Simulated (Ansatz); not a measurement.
SnSe

Input

```
crystal:
  lattice:
    - [4.2860948229, 0.0, 0.0]
    - [0.0, 4.2860948229, 0.0]
    - [0.0, 0.0, 10.9898489716]
  atoms:
    - { symbol: Sn, position: [0.5, 0.0, 0.3531954143] }
    - { symbol: Sn, position: [0.0, 0.5, 0.6286059735] }
    - { symbol: Se, position: [0.5, 0.0, 0.6150878825] }
    - { symbol: Se, position: [0.0, 0.5, 0.3849121175] }
basis:
  ecutwfc: 500
kpoints:
  mp_grid: { grid: [6, 6, 4] }
hamiltonian:
  xc: r2scan
scf:
  occupations: { method: gaussian, width: 0.05 }
output:
  forces: true
  stress: true
  eigenvalues: true
  write_density: true
  write_potential: true
  elf: true
  volumetric_format: npy
```

Command:

```sh
ansatz run input.yaml --threads 1 --pin off --max-ram 2560MiB --backend cpu --events-out ev --progress --plain --runs-dir out
```

Below, planes, directions and counts refer to the conventional cell (a = 4.29 Å, b = 4.29 Å, c = 10.99 Å, α = 90.00°, β = 90.00°, γ = 90.00°).

Space group P4mm; a structure from a database of computed crystals, not necessarily the ambient phase; changed on purpose from its base cell (atom 1 (Sn) moved -0.200 A towards its neighbour atom 3 (Se) at 2.678 A); not relaxed (largest force 1.0 eV/Å).

All numbers below come from DFT r2SCAN, scalar-relativistic, plane waves, PAW (Ansatz).

The density is the valence pseudo-density of a PAW calculation; it isn't the true density close to the nuclei.

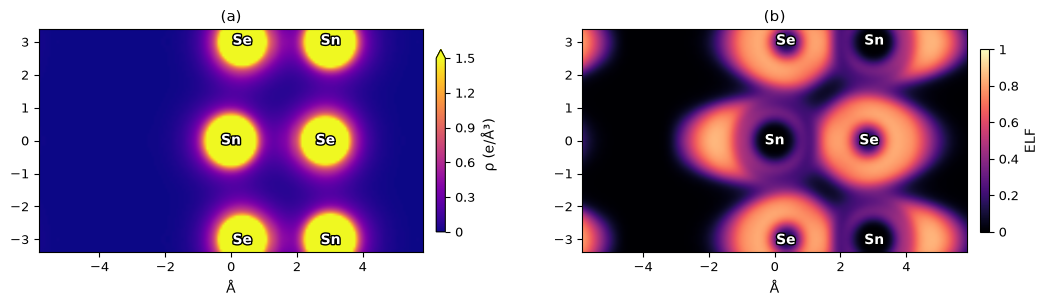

Figure 1. (a) valence pseudo-density; (b) electron localisation function on the (110) plane of the conventional cell.

Q: Read the bonding off the picture.

A:
- The section cuts through Sn and Se sites.
- Sn–Se (2.68 Å): the density is about 0.42 e/Å³ at the midpoint; the ELF is about 0.60 at the midpoint.
- Sn–Se (2.88 Å): the density is about 0.31 e/Å³ at the midpoint; the ELF is about 0.60 at the midpoint.
- Sn–Se (3.03 Å): ρ at the midpoint is about 0.22 e/Å³; the ELF is about 0.40 at the midpoint and 0.30 at its lowest between the atoms.
- The density dies away to nearly zero in the voids.

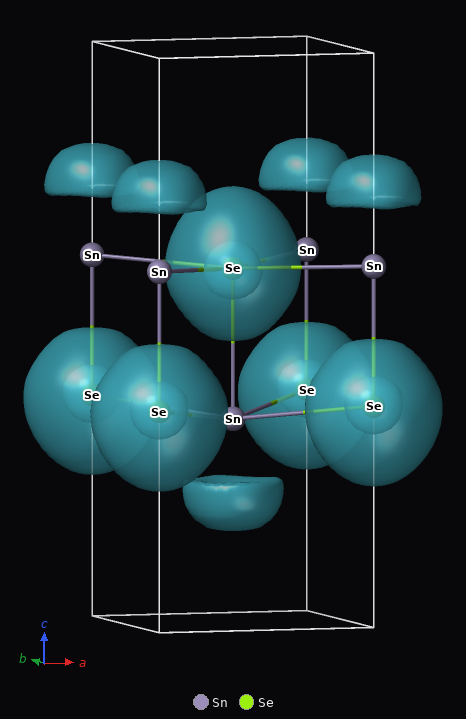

Figure 2. Isosurface of the electron localisation function at 0.65 (cyan), seen at an oblique angle. Core shells and regions of very low density are left out. Sticks mark near contacts.

Q: Identify the bonds, lone pairs and shells in this picture.

A: The ELF exceeds this value in two lobes on Sn, pointing away from the bonds (lone pairs) and two regions wrapped around Se (the valence shell of each), counted in one cell of 4 atoms. Regions shared between cells count once.

Q: Does the calculation give a band gap?

A: It is gapped, with a Kohn–Sham gap of 1.3 eV on the k-point mesh (the band edges may lie off the mesh, which would make the gap smaller).
